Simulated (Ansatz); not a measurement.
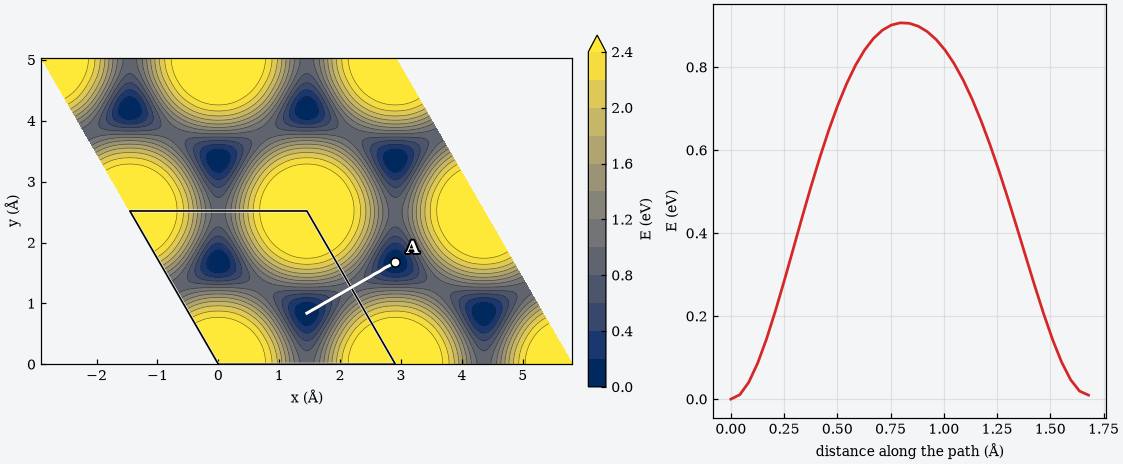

C on a Ti(111) slab cut from the Fm-3m phase, its upper half relaxed before the scan (12 atoms of substrate and one adsorbate in a 2 × 2 cell). C is moved over the surface cell; relaxed at each place: the height of the adsorbate's atoms; substrate rigid; the origin of the map has the adsorbate above Ti9. Places are given modulo a cell vector. The map is drawn in real space over the plane of the surface. The scan uses a 6 × 6 grid; 10 points were computed and 26 follow by symmetry. Places are given in fractions of the 1 × 1 surface cell. Energies: eV, counted from the lowest grid point. The calculation used DFT PBE, scalar-relativistic, plane waves, PAW in Ansatz. Settings: cutoff 420 eV, k-mesh 6×6×1, gaussian smearing 0.1 eV, no spin polarisation.

Drawn: filled contours, a line along the lowest path, the outline of one cell of the 2 × 2 shown, one colour for all values above the top of the scale, the energy along the path at the right, the start A. Between grid points the surface is interpolated.

### Describe the path and its barrier.

The easiest path leads from the well at a threefold hollow over a second-layer Ti atom, (2/6, 4/6) of the cell vectors to the well at a threefold hollow over a third-layer Ti atom, (4/6, 2/6) of the cell vectors, about 0.0095 eV higher. Its highest point lies about 0.91 eV above the bottom of the first well on the interpolated surface, at a bridge site between two Ti atoms, (0/6, 3/6) of the cell vectors. This is the barrier on the constrained surface; relaxing the other coordinates would change it.

PAW datasets: the set soft_1.
